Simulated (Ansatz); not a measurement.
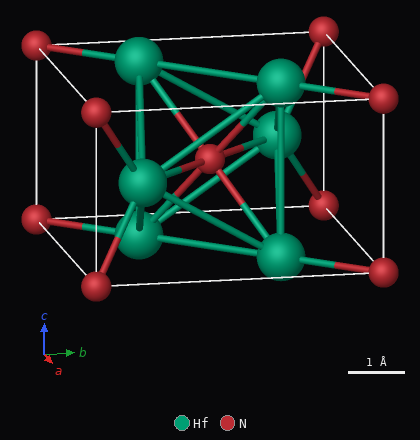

Lattice vibrations of a crystal of Hf2N, space group P4₂/mnm (No. 136), at the zone centre. Style: ball-and-stick. Shown: the cell of the calculation, slightly off an axis.

Level of theory: DFT PBEsol, scalar-relativistic, plane waves, PAW (Ansatz). Settings: plane-wave cutoff 420 eV; k-point mesh 8 × 8 × 12; occupations fermi dirac; smearing width 0.15 eV; no spin polarisation.

The frequencies depend somewhat on the k-mesh and the smearing.

**Give the spectrum at this point.**

The calculation's cell holds 6 atoms, so there are 15 optical modes, in 10 levels. No level is unstable.

```json
{"level": "1", "symmetry": "B₁g", "frequency (cm⁻¹)": "18", "activity": "Raman-active"}
{"level": "2", "symmetry": "E_g", "frequency (cm⁻¹)": "131", "activity": "Raman-active"}
{"level": "3", "symmetry": "A₂g", "frequency (cm⁻¹)": "146", "activity": "silent"}
{"level": "4", "symmetry": "A₁g", "frequency (cm⁻¹)": "155", "activity": "Raman-active"}
{"level": "5", "symmetry": "triply degenerate", "frequency (cm⁻¹)": "157", "activity": "not assigned"}
{"level": "6", "symmetry": "B₂g", "frequency (cm⁻¹)": "211", "activity": "Raman-active"}
{"level": "7", "symmetry": "E_u", "frequency (cm⁻¹)": "482", "activity": "infrared-active"}
{"level": "8", "symmetry": "B₁u", "frequency (cm⁻¹)": "548", "activity": "silent"}
{"level": "9", "symmetry": "E_u", "frequency (cm⁻¹)": "554", "activity": "infrared-active"}
{"level": "10", "symmetry": "A₂u", "frequency (cm⁻¹)": "568", "activity": "infrared-active"}
```

The crystal is a metal, so free carriers screen the infrared response.

The modes drawn as arrows (one member of each degenerate set), 6 of the levels:

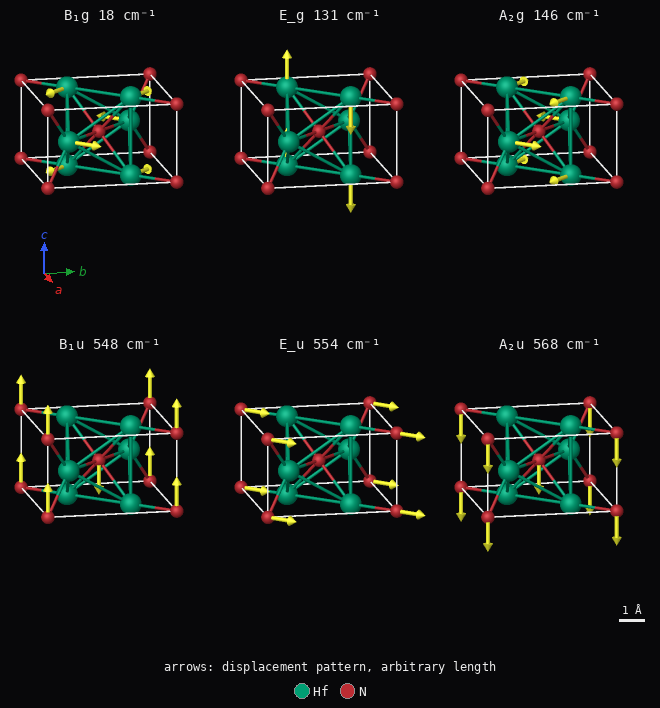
